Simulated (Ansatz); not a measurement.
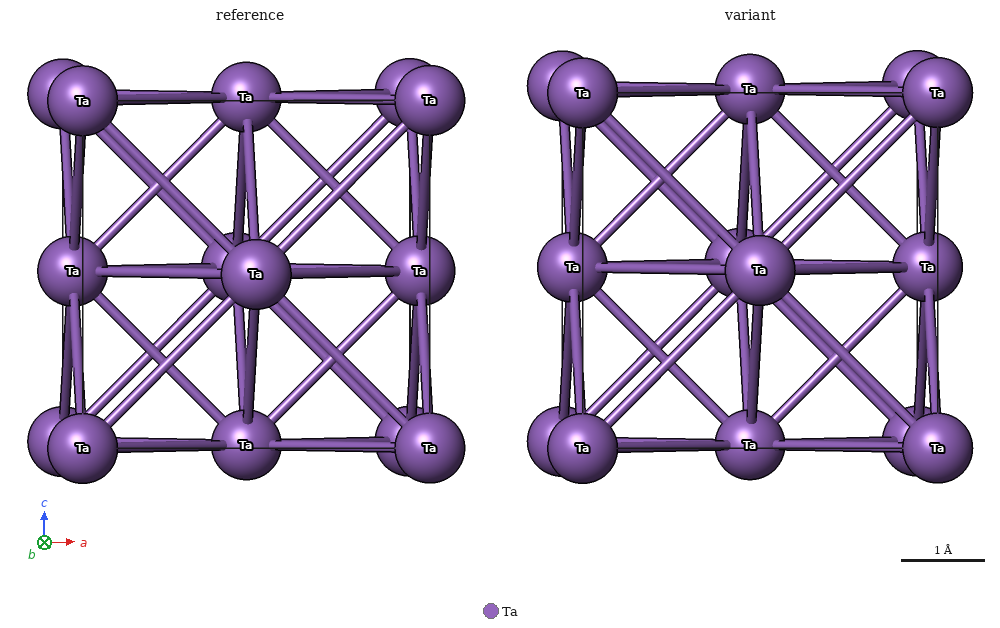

Left: a symmetric starting cell of Ta. Right: the same structure after one change, at the same scale. The picture is a ball-and-stick view of the conventional cell (4 times the calculation's cell), seen from a free direction. Lengths and directions refer to the drawn axes.

The calculation used DFT LDA, scalar-relativistic, plane waves, PAW in Ansatz 0.2.0. Set-up: plane-wave cutoff 420 eV; k-point mesh 18 × 18 × 18; occupations gaussian; smearing width 0.1 eV; no spin polarisation.

What distinguishes the right structure from the left one?

Answer. All lengths are scaled by +2.3 % (volume +6.9 %), the atoms keeping their fractional coordinates. No relaxation follows. The starting cell wasn't computed here and needn't be at equilibrium, so pressure and forces aren't due to the change alone.

How do the computed properties respond?

Answer. Near-neighbour distances before and after: Ta–Ta 2.984 → 3.051 Å. The space group stays Fm-3m (No. 225). The pressure is −20.7 GPa (not all of it need come from the change, since the unchanged cell can be under pressure at this level too). All forces vanish by symmetry.
